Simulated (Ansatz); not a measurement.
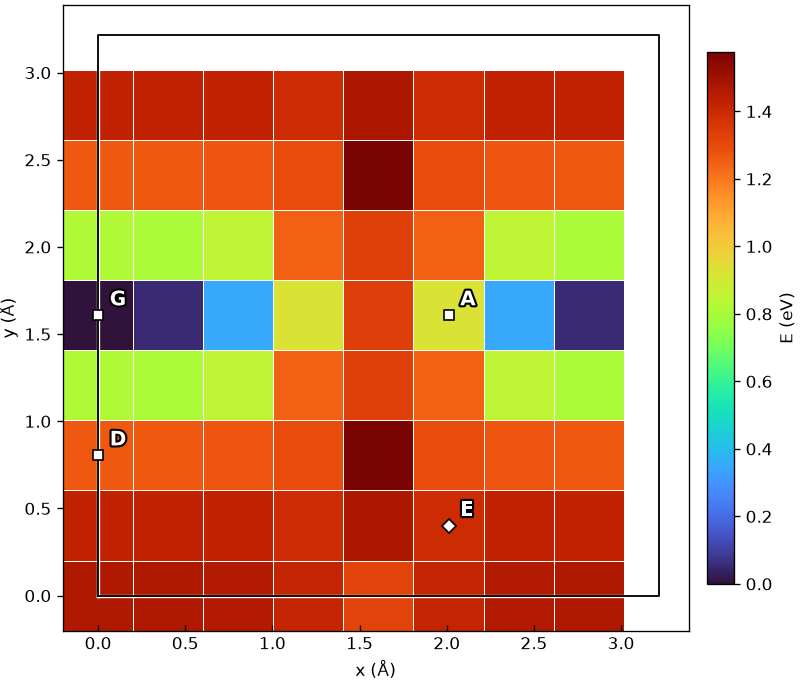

N on a GaN(100) slab cut from the F-43m phase, its upper half relaxed before the scan (6 atoms of substrate and one adsorbate in a 1 × 1 cell). N is moved over the surface cell; relaxed at each place: the height of the adsorbate's atoms; substrate rigid; the origin of the map has the adsorbate above Ga6. Places are given modulo a cell vector. The map is drawn in real space over the plane of the surface. The grid has 8 × 8 points; 25 points were computed and 39 follow by symmetry. All energies are given in eV relative to the lowest grid point. Energies and slopes of some neighbouring points disagree (a jump in structure or state, or too coarse a mesh). The magnetic moment jumps between some neighbouring points. With one adsorbate in each 1 × 1 cell, its nearest image is 3.2 Å away, so neighbouring adsorbates interact. The calculation used DFT PBE, scalar-relativistic, plane waves, PAW in Ansatz 0.2.0. Settings: cutoff 420 eV, k-mesh 8×8×1, gaussian smearing 0.05 eV, spin-polarised.

In the figure: one coloured cell a grid point, the outline of one cell of the plane, lettered points.

Q: Is G the lowest point of the computed grid?

A: Yes. G, at a bridge site between two Ga atoms, (0/8, 4/8) of the cell vectors, has the lowest energy of the grid.

Q: Rank the lettered points by energy, lowest first.

A: G (0.00 eV), A (0.92 eV), D (1.27 eV), E (1.40 eV).

PAW datasets: the set soft_1.
